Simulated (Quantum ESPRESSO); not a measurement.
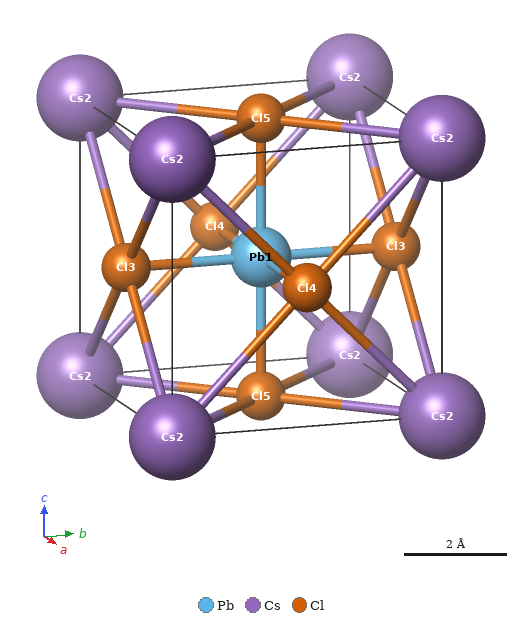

**Figure 1.** The structure (ball-and-stick view of the cell of the calculation, seen slightly off an axis; atoms are numbered from 1 in the order of the input).

# Band-structure run, with input and output: CsPbCl3 (part 1 of 3)

The run: band-structure run of CsPbCl3 (Pm-3m, 5 atoms in the cell). Method and program: Kohn-Sham DFT of a periodic cell, r2SCAN, SG15 PBE 1.2, no spin polarisation (Quantum ESPRESSO 7.5).

The structure derives from an entry of the Crystallography Open Database.

### Input file
```
&CONTROL
  calculation = 'scf'
  prefix = 'pwscf'
  outdir = './tmp'
  pseudo_dir = './pseudo'
  tprnfor = .true.
  tstress = .true.
  disk_io = 'low'
/
&SYSTEM
  ibrav = 0
  nat = 5
  ntyp = 3
  ecutwfc = 58
  nbnd = 31
  input_dft = 'r2scan'
  occupations = 'smearing'
  smearing = 'fd'
  degauss = 0.00367493
  nosym = .true.
/
&ELECTRONS
  conv_thr = 1d-08
  electron_maxstep = 120
  mixing_beta = 0.5
/
ATOMIC_SPECIES
Pb   207.2000 Pb_ONCV_PBE-1.2.upf
Cs   132.9055 Cs_ONCV_PBE-1.2.upf
Cl    35.4500 Cl_ONCV_PBE-1.2.upf
CELL_PARAMETERS angstrom
   5.6050000000    0.0000000000    0.0000000000
   0.0000000000    5.6050000000    0.0000000000
   0.0000000000    0.0000000000    5.6050000000
ATOMIC_POSITIONS crystal
Pb     0.5000000000    0.5000000000    0.5000000000
Cs     0.0000000000    0.0000000000    0.0000000000
Cl     0.5000000000    0.0000000000    0.5000000000
Cl     0.0000000000    0.5000000000    0.5000000000
Cl     0.5000000000    0.5000000000    0.0000000000
K_POINTS automatic
5 5 5 0 0 0
```

### File bands.in
```
&CONTROL
  calculation = 'bands'
  prefix = 'pwscf'
  outdir = './tmp'
  pseudo_dir = './pseudo'
  disk_io = 'low'
  verbosity = 'high'
/
&SYSTEM
  ibrav = 0
  nat = 5
  ntyp = 3
  ecutwfc = 58
  nbnd = 31
  input_dft = 'r2scan'
  occupations = 'smearing'
  smearing = 'fd'
  degauss = 0.00367493
  nosym = .true.
/
&ELECTRONS
  conv_thr = 1d-08
  electron_maxstep = 120
  mixing_beta = 0.5
  diago_full_acc = .true.
  startingwfc = 'random'
/
ATOMIC_SPECIES
Pb   207.2000 Pb_ONCV_PBE-1.2.upf
Cs   132.9055 Cs_ONCV_PBE-1.2.upf
Cl    35.4500 Cl_ONCV_PBE-1.2.upf
CELL_PARAMETERS angstrom
   5.6050000000    0.0000000000    0.0000000000
   0.0000000000    5.6050000000    0.0000000000
   0.0000000000    0.0000000000    5.6050000000
ATOMIC_POSITIONS crystal
Pb     0.5000000000    0.5000000000    0.5000000000
Cs     0.0000000000    0.0000000000    0.0000000000
Cl     0.5000000000    0.0000000000    0.5000000000
Cl     0.0000000000    0.5000000000    0.5000000000
Cl     0.5000000000    0.5000000000    0.0000000000
K_POINTS crystal
60
 0.0000000000  0.0000000000  0.0000000000 1
 0.0000000000  0.0714285714  0.0000000000 1
 0.0000000000  0.1428571429  0.0000000000 1
 0.0000000000  0.2142857143  0.0000000000 1
 0.0000000000  0.2857142857  0.0000000000 1
 0.0000000000  0.3571428571  0.0000000000 1
 0.0000000000  0.4285714286  0.0000000000 1
 0.0000000000  0.5000000000  0.0000000000 1
 0.0714285714  0.5000000000  0.0000000000 1
 0.1428571429  0.5000000000  0.0000000000 1
 0.2142857143  0.5000000000  0.0000000000 1
 0.2857142857  0.5000000000  0.0000000000 1
 0.3571428571  0.5000000000  0.0000000000 1
 0.4285714286  0.5000000000  0.0000000000 1
 0.5000000000  0.5000000000  0.0000000000 1
 0.4545454545  0.4545454545  0.0000000000 1
 0.4090909091  0.4090909091  0.0000000000 1
 0.3636363636  0.3636363636  0.0000000000 1
 0.3181818182  0.3181818182  0.0000000000 1
 0.2727272727  0.2727272727  0.0000000000 1
 0.2272727273  0.2272727273  0.0000000000 1
 0.1818181818  0.1818181818  0.0000000000 1
 0.1363636364  0.1363636364  0.0000000000 1
 0.0909090909  0.0909090909  0.0000000000 1
 0.0454545455  0.0454545455  0.0000000000 1
 0.0000000000  0.0000000000  0.0000000000 1
 0.0357142857  0.0357142857  0.0357142857 1
 0.0714285714  0.0714285714  0.0714285714 1
 0.1071428571  0.1071428571  0.1071428571 1
 0.1428571429  0.1428571429  0.1428571429 1
 0.1785714286  0.1785714286  0.1785714286 1
 0.2142857143  0.2142857143  0.2142857143 1
 0.2500000000  0.2500000000  0.2500000000 1
 0.2857142857  0.2857142857  0.2857142857 1
 0.3214285714  0.3214285714  0.3214285714 1
 0.3571428571  0.3571428571  0.3571428571 1
 0.3928571429  0.3928571429  0.3928571429 1
 0.4285714286  0.4285714286  0.4285714286 1
 0.4642857143  0.4642857143  0.4642857143 1
 0.5000000000  0.5000000000  0.5000000000 1
 0.4545454545  0.5000000000  0.4545454545 1
 0.4090909091  0.5000000000  0.4090909091 1
 0.3636363636  0.5000000000  0.3636363636 1
 0.3181818182  0.5000000000  0.3181818182 1
 0.2727272727  0.5000000000  0.2727272727 1
 0.2272727273  0.5000000000  0.2272727273 1
 0.1818181818  0.5000000000  0.1818181818 1
 0.1363636364  0.5000000000  0.1363636364 1
 0.0909090909  0.5000000000  0.0909090909 1
 0.0454545455  0.5000000000  0.0454545455 1
 0.0000000000  0.5000000000  0.0000000000 1
 0.5000000000  0.5000000000  0.0000000000 1
 0.5000000000  0.5000000000  0.0625000000 1
 0.5000000000  0.5000000000  0.1250000000 1
 0.5000000000  0.5000000000  0.1875000000 1
 0.5000000000  0.5000000000  0.2500000000 1
 0.5000000000  0.5000000000  0.3125000000 1
 0.5000000000  0.5000000000  0.3750000000 1
 0.5000000000  0.5000000000  0.4375000000 1
 0.5000000000  0.5000000000  0.5000000000 1
```

Machine: 2 threads of AMD EPYC (Zen 5), 64 GiB of memory available, shared host.

Command:
```bash
OMP_NUM_THREADS=1 mpirun -n 2 pw.x -nk 2 -in pw.in > pw.out
OMP_NUM_THREADS=1 mpirun -n 2 pw.x -nk 2 -in bands.in > bands.out
```

### Output
```
This program is part of the open-source Quantum ESPRESSO suite
     for quantum simulation of materials; please cite
         "P. Giannozzi et al., J. Phys.:Condens. Matter 21 395502 (2009);
         "P. Giannozzi et al., J. Phys.:Condens. Matter 29 465901 (2017);
         "P. Giannozzi et al., J. Chem. Phys. 152 154105 (2020);
          URL
     in publications or presentations arising from this work. More details at

     IMPORTANT: XC functional enforced from input :
     Exchange-correlation= R2SCAN
                           (   0   0   0   0   0 497 498)
     Any further DFT definition will be discarded
     Please, verify this is what you really want

     K-points division:     npool     =       2
     Subspace diagonalization in iterative solution of the eigenvalue problem:
     a serial algorithm will be used

     G-vector sticks info
     --------------------
     sticks:   dense  smooth     PW     G-vecs:    dense   smooth      PW
     Sum        2077    2077    577                71015    71015   10395

     Using Slab Decomposition

     bravais-lattice index     =            0
     lattice parameter (alat)  =      10.5919  a.u.
     unit-cell volume          =    1188.2928 (a.u.)^3
     number of atoms/cell      =            5
     number of atomic types    =            3
     number of electrons       =        44.00
     number of Kohn-Sham states=           31
     kinetic-energy cutoff     =      58.0000  Ry
     charge density cutoff     =     232.0000  Ry
     scf convergence threshold =      1.0E-08
     mixing beta               =       0.5000
     number of iterations used =            8  plain     mixing
     Exchange-correlation= R2SCAN
                           (   0   0   0   0   0 497 498)

     celldm(1)=  10.591915  celldm(2)=   0.000000  celldm(3)=   0.000000
     celldm(4)=   0.000000  celldm(5)=   0.000000  celldm(6)=   0.000000

     crystal axes: (cart. coord. in units of alat)
               a(1) = (   1.000000   0.000000   0.000000 )
               a(2) = (   0.000000   1.000000   0.000000 )
               a(3) = (   0.000000   0.000000   1.000000 )

     reciprocal axes: (cart. coord. in units 2 pi/alat)
               b(1) = (  1.000000  0.000000  0.000000 )
               b(2) = (  0.000000  1.000000  0.000000 )
               b(3) = (  0.000000  0.000000  1.000000 )

     PseudoPot. # 1 for Pb read from file:
     Pb_ONCV_PBE-1.2.upf
     Pseudo is Norm-conserving, Zval = 14.0
     Generated using ONCVPSP code by D. R. Hamann
     Using radial grid of  602 points,  8 beta functions with:
                l(1) =   0
                l(2) =   0
                l(3) =   1
                l(4) =   1
                l(5) =   2
                l(6) =   2
                l(7) =   3
                l(8) =   3

     PseudoPot. # 2 for Cs read from file:
     Cs_ONCV_PBE-1.2.upf
     Pseudo is Norm-conserving, Zval =  9.0
     Generated using ONCVPSP code by D. R. Hamann
     Using radial grid of  602 points,  6 beta functions with:
                l(1) =   0
                l(2) =   0
                l(3) =   1
                l(4) =   1
                l(5) =   2
                l(6) =   2

     PseudoPot. # 3 for Cl read from file:
     Cl_ONCV_PBE-1.2.upf
     Pseudo is Norm-conserving, Zval =  7.0
     Generated using ONCVPSP code by D. R. Hamann
     Using radial grid of  602 points,  4 beta functions with:
                l(1) =   0
                l(2) =   0
                l(3) =   1
                l(4) =   1

     atomic species   valence    mass     pseudopotential
     Pb               14.00   207.20000     Pb( 1.00)
     Cs                9.00   132.90550     Cs( 1.00)
     Cl                7.00    35.45000     Cl( 1.00)

     No symmetry found

   Cartesian axes

     site n.     atom                  positions (alat units)
         1        Pb     tau(   1) = (   0.5000000   0.5000000   0.5000000  )
         2        Cs     tau(   2) = (   0.0000000   0.0000000   0.0000000  )
         3        Cl     tau(   3) = (   0.5000000   0.0000000   0.5000000  )
         4        Cl     tau(   4) = (   0.0000000   0.5000000   0.5000000  )
         5        Cl     tau(   5) = (   0.5000000   0.5000000   0.0000000  )

     number of k points=    63  Fermi-Dirac smearing, width (Ry)=  0.0037
                       cart. coord. in units 2pi/alat
        k(    1) = (   0.0000000   0.0000000   0.0000000), wk =   0.0160000
        k(    2) = (   0.0000000   0.0000000   0.2000000), wk =   0.0320000
        k(    3) = (   0.0000000   0.0000000   0.4000000), wk =   0.0320000
        k(    4) = (   0.0000000   0.2000000   0.0000000), wk =   0.0320000
        k(    5) = (   0.0000000   0.2000000   0.2000000), wk =   0.0320000
        k(    6) = (   0.0000000   0.2000000   0.4000000), wk =   0.0320000
        k(    7) = (   0.0000000   0.2000000  -0.4000000), wk =   0.0320000
        k(    8) = (   0.0000000   0.2000000  -0.2000000), wk =   0.0320000
        k(    9) = (   0.0000000   0.4000000   0.0000000), wk =   0.0320000
        k(   10) = (   0.0000000   0.4000000   0.2000000), wk =   0.0320000
        k(   11) = (   0.0000000   0.4000000   0.4000000), wk =   0.0320000
        k(   12) = (   0.0000000   0.4000000  -0.4000000), wk =   0.0320000
        k(   13) = (   0.0000000   0.4000000  -0.2000000), wk =   0.0320000
        k(   14) = (   0.2000000   0.0000000   0.0000000), wk =   0.0320000
        k(   15) = (   0.2000000   0.0000000   0.2000000), wk =   0.0320000
        k(   16) = (   0.2000000   0.0000000   0.4000000), wk =   0.0320000
        k(   17) = (   0.2000000   0.0000000  -0.4000000), wk =   0.0320000
        k(   18) = (   0.2000000   0.0000000  -0.2000000), wk =   0.0320000
        k(   19) = (   0.2000000   0.2000000   0.0000000), wk =   0.0320000
        k(   20) = (   0.2000000   0.2000000   0.2000000), wk =   0.0320000
        k(   21) = (   0.2000000   0.2000000   0.4000000), wk =   0.0320000
        k(   22) = (   0.2000000   0.2000000  -0.4000000), wk =   0.0320000
        k(   23) = (   0.2000000   0.2000000  -0.2000000), wk =   0.0320000
        k(   24) = (   0.2000000   0.4000000   0.0000000), wk =   0.0320000
        k(   25) = (   0.2000000   0.4000000   0.2000000), wk =   0.0320000
        k(   26) = (   0.2000000   0.4000000   0.4000000), wk =   0.0320000
        k(   27) = (   0.2000000   0.4000000  -0.4000000), wk =   0.0320000
        k(   28) = (   0.2000000   0.4000000  -0.2000000), wk =   0.0320000
        k(   29) = (   0.2000000  -0.4000000   0.0000000), wk =   0.0320000
        k(   30) = (   0.2000000  -0.4000000   0.2000000), wk =   0.0320000
        k(   31) = (   0.2000000  -0.4000000   0.4000000), wk =   0.0320000
        k(   32) = (   0.2000000  -0.4000000  -0.4000000), wk =   0.0320000
        k(   33) = (   0.2000000  -0.4000000  -0.2000000), wk =   0.0320000
        k(   34) = (   0.2000000  -0.2000000   0.0000000), wk =   0.0320000
        k(   35) = (   0.2000000  -0.2000000   0.2000000), wk =   0.0320000
        k(   36) = (   0.2000000  -0.2000000   0.4000000), wk =   0.0320000
        k(   37) = (   0.2000000  -0.2000000  -0.4000000), wk =   0.0320000
        k(   38) = (   0.2000000  -0.2000000  -0.2000000), wk =   0.0320000
        k(   39) = (   0.4000000   0.0000000   0.0000000), wk =   0.0320000
        k(   40) = (   0.4000000   0.0000000   0.2000000), wk =   0.0320000
        k(   41) = (   0.4000000   0.0000000   0.4000000), wk =   0.0320000
        k(   42) = (   0.4000000   0.0000000  -0.4000000), wk =   0.0320000
        k(   43) = (   0.4000000   0.0000000  -0.2000000), wk =   0.0320000
        k(   44) = (   0.4000000   0.2000000   0.0000000), wk =   0.0320000
        k(   45) = (   0.4000000   0.2000000   0.2000000), wk =   0.0320000
        k(   46) = (   0.4000000   0.2000000   0.4000000), wk =   0.0320000
        k(   47) = (   0.4000000   0.2000000  -0.4000000), wk =   0.0320000
        k(   48) = (   0.4000000   0.2000000  -0.2000000), wk =   0.0320000
        k(   49) = (   0.4000000   0.4000000   0.0000000), wk =   0.0320000
        k(   50) = (   0.4000000   0.4000000   0.2000000), wk =   0.0320000
        k(   51) = (   0.4000000   0.4000000   0.4000000), wk =   0.0320000
        k(   52) = (   0.4000000   0.4000000  -0.4000000), wk =   0.0320000
        k(   53) = (   0.4000000   0.4000000  -0.2000000), wk =   0.0320000
        k(   54) = (   0.4000000  -0.4000000   0.0000000), wk =   0.0320000
        k(   55) = (   0.4000000  -0.4000000   0.2000000), wk =   0.0320000
        k(   56) = (   0.4000000  -0.4000000   0.4000000), wk =   0.0320000
        k(   57) = (   0.4000000  -0.4000000  -0.4000000), wk =   0.0320000
        k(   58) = (   0.4000000  -0.4000000  -0.2000000), wk =   0.0320000
        k(   59) = (   0.4000000  -0.2000000   0.0000000), wk =   0.0320000
        k(   60) = (   0.4000000  -0.2000000   0.2000000), wk =   0.0320000
        k(   61) = (   0.4000000  -0.2000000   0.4000000), wk =   0.0320000
        k(   62) = (   0.4000000  -0.2000000  -0.4000000), wk =   0.0320000
        k(   63) = (   0.4000000  -0.2000000  -0.2000000), wk =   0.0320000

     Dense  grid:    71015 G-vectors     FFT dimensions: (  54,  54,  54)

     WARNING: libxc functional with ID  497 depends
      on external parameters: check the user_guide of
      QE if you need to modify them or to check their
      default values.

     WARNING: libxc functional with ID  498 depends
      on external parameters: check the user_guide of
      QE if you need to modify them or to check their
      default values.

     Initial potential from superposition of free atoms

     starting charge      43.4937, renormalised to      44.0000
     Starting wfcs are random

     Self-consistent Calculation

     iteration #  1     ecut=    58.00 Ry     beta= 0.50
     Davidson diagonalization with overlap
     ethr =  1.00E-02,  avg # of iterations = 10.3

     total energy              =    -243.76542693 Ry
     estimated scf accuracy    <      10.10645652 Ry

     iteration #  2     ecut=    58.00 Ry     beta= 0.50
     Davidson diagonalization with overlap
     ethr =  1.00E-02,  avg # of iterations =  1.0

     total energy              =    -243.89792486 Ry
     estimated scf accuracy    <       3.09052460 Ry
```
